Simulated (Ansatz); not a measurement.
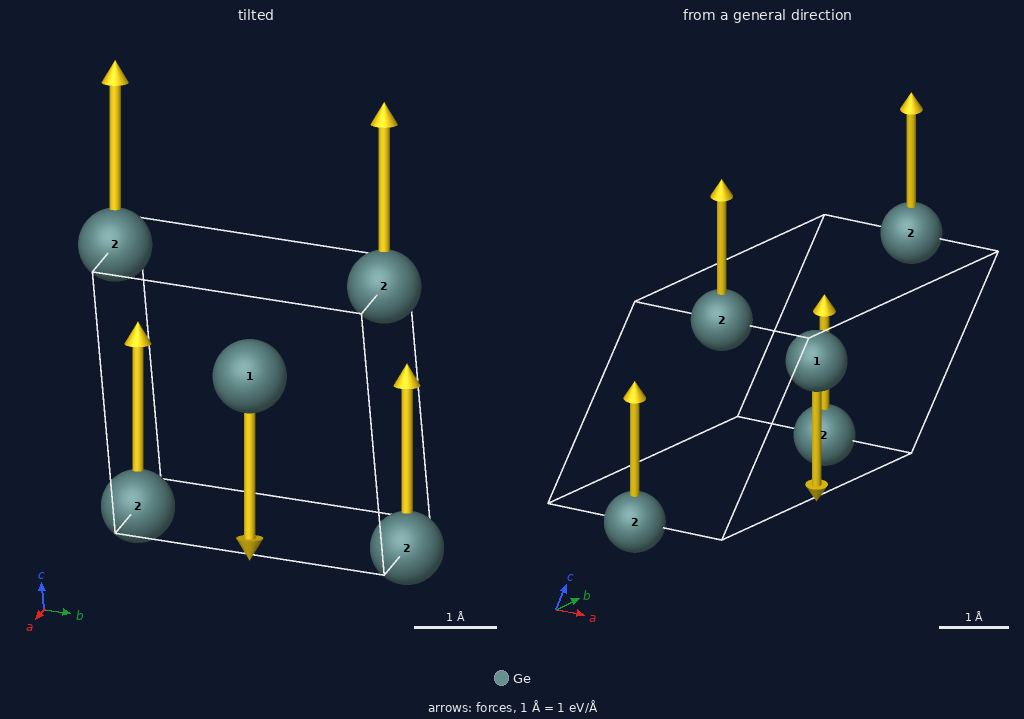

View slightly off an axis and from a general direction, drawn as a spheres-only model. The outline marks the cell (the run's own, in a reduced setting). The arrows are the computed forces on the atoms.

System: Ge. Run with DFT PBEsol, scalar-relativistic, plane waves, PAW (Ansatz) and these settings: 420 eV cutoff, k-points about 0.13 Å⁻¹ apart, Gaussian smearing of 0.15 eV, no spin polarisation.

### Are the forces small enough to call this converged?

No. The atoms still feel forces of up to about 1.9 eV/Å, far above a usual threshold of 0.01 to 0.03 eV/Å.

### Where is the maximum force, and how large is it?

Ge1 and Ge2, about 1.9 eV/Å.

The structure comes from a structure listed in the Materials Project. The cell was then strained or its atoms displaced on purpose. It was the input of a calculation with Ansatz.
